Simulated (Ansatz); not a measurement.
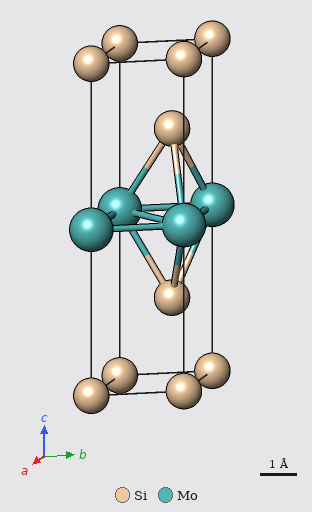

Crystalline Si3Mo (a generated structure, set up in P-6m2) (coarse preliminary run), before the relaxation. Style: ball-and-stick. Shown: the cell of the calculation, slightly off an axis.

Method: DFT PBE, scalar-relativistic, plane waves, PAW in Ansatz.

The input:
```yaml
crystal:
  lattice:
    - [2.64519236, 0.0, 0.0]
    - [-1.32259618, 2.29080379, 0.0]
    - [0.0, 0.0, 9.50304951]
  atoms:
    - { symbol: Si, position: [0.0, 0.0, 0.0] }
    - { symbol: Si, position: [0.33333333, 0.66666667, 0.7547884] }
    - { symbol: Si, position: [0.33333333, 0.66666667, 0.2452116] }
    - { symbol: Mo, position: [0.0, 0.0, 0.5] }
basis:
  ecutwfc: 420
kpoints:
  mp_grid: { grid: [6, 6, 2] }
hamiltonian:
  xc: pbe
scf:
  occupations: { method: gaussian, width: 0.1 }
  lower_state_search: "off"
output:
  forces: true
  stress: true
  eigenvalues: true
relax:
  adjacent_minimum: "off"
  f_tol: 0.04
  max_steps: 70
  cell: { stress_tol: 0.4 }
```

Command:
```bash
ansatz run input.yaml --threads 1 --pin off --max-ram 2560MiB --backend cpu --events-out ev --progress --plain --runs-dir out
```

Q: Where does the relaxation end?

A: The energy falls by 316 meV per atom in 6 accepted moves (8 points after the start). Largest force component: 0.7 eV/Å at the start, 0.022 eV/Å at the end. Pressure: 2.56 GPa at the start and 0.00 GPa at the end. The line search rejected the trial step at point 5 of the run. The SCF was repeated once at an unchanged geometry on a basis and grid sized afresh for the cell, which shifted the energy by 2.5 meV per atom at most. The largest moves relative to the cell, 0.064 Å, are those of Si2 and Si3. Si2 goes along −c. Mo stays in place. The volume changes by +3.6 %, with a = b 2.645 → 2.987 Å (+12.9 %), c 9.503 → 7.721 Å (−18.8 %). Near-neighbour distances that change, for instance: Mo4–Mo4 2.645 → 2.987 Å, Si1–Si1 2.645 → 2.987 Å, Si2–Mo4 2.863 → 2.568 Å. Bond angles that change, for instance: Mo4–Si2–Mo4 55.0° → 71.1°. The space group stays P-6m2 (No. 187). The run took 20 s on 1 thread of Intel(R) Xeon(R) Processor @ 2.70GHz (shared host), peak memory 0.35 GiB.

The structure at the end:

```xyz
4
Lattice="2.9872 0.0000 0.0000 -1.4936 2.5869 0.0000 0.0000 0.0000 7.7211" Properties=species:S:1:pos:R:3 pbc="T T T"
Si    0.0000    0.0000    7.7211
Si    0.0000    1.7246    5.7639
Si    0.0000    1.7246    1.9573
Mo    0.0000    0.0000    3.8606
```

The end point in the same view:

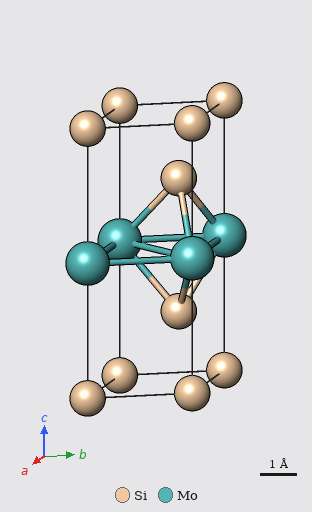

Limits of the set-up: the k-point mesh is coarse for a cell with partly filled bands.
